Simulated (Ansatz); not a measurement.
**Ce: density, localisation and related maps**

```
Ce
1.0
     5.22912    0.00000    0.00000
     0.00000    5.22912    0.00000
     0.00000    0.00000    5.22912
Ce
4
Cartesian
  0.0000 0.0000 0.0000
  2.6146 2.6146 0.0000
  2.6146 0.0000 2.6146
  0.0000 2.6146 2.6146
```

Space group Fm-3m; computed pressure about −8 GPa in this cell; the SCF solution may not be the lowest one; no Hubbard U on the f states and no spin–orbit coupling; spin-polarised.

The calculation used Kohn-Sham DFT of a periodic cell, PBEsol, Ansatz PAW earlier set in Ansatz.

The density is the valence pseudo-density of a PAW calculation; it isn't the true density close to the nuclei.

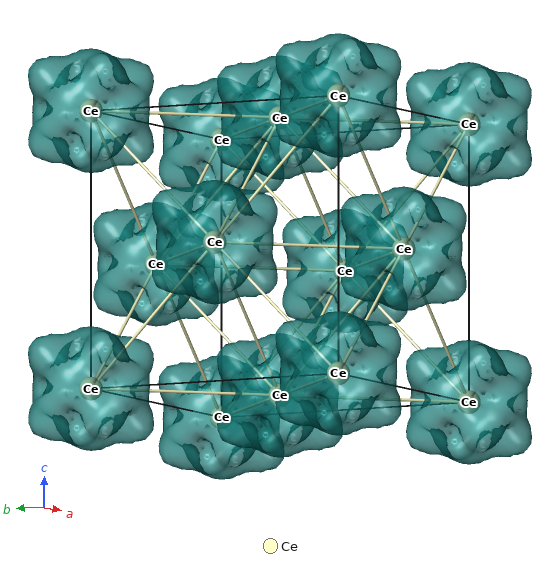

Figure 1. Isosurface of the spin density at +0.015 e/Å³ (teal), seen at an oblique angle. Sticks mark near contacts.

Which atoms carry the moments, and with what signs?

The spin density sits on Ce: +0.8 μB (×4) in one cell of 4 atoms: parallel main moments, as they must be, since the calculation's own cell holds one magnetic site. The cell of the calculation (1 atoms) carries 0.9 μB of net spin moment.

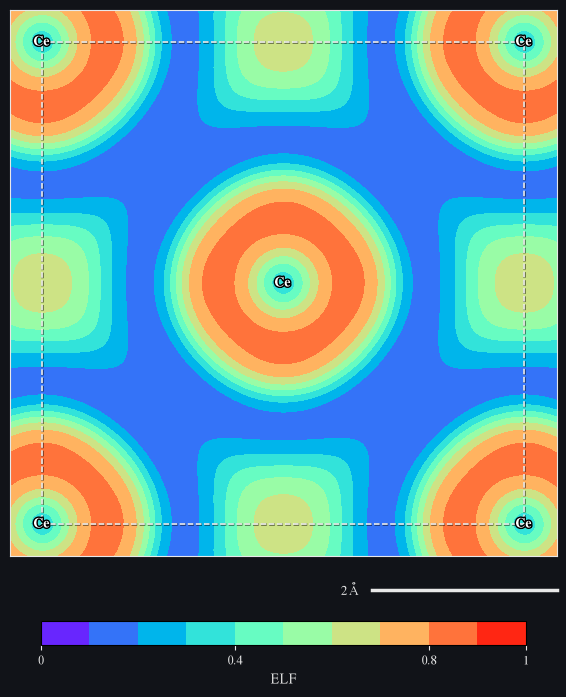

Figure 2. ELF on the (100) plane of the conventional cell.

Read the bonding off the picture.

The section cuts through Ce sites. Ce–Ce (3.70 Å): the ELF is about 0.10 at the midpoint (no localised pair shows between them). The features right at Ce lie inside the PAW spheres, where the map follows smoothed inner orbitals and isn't to be read closely.
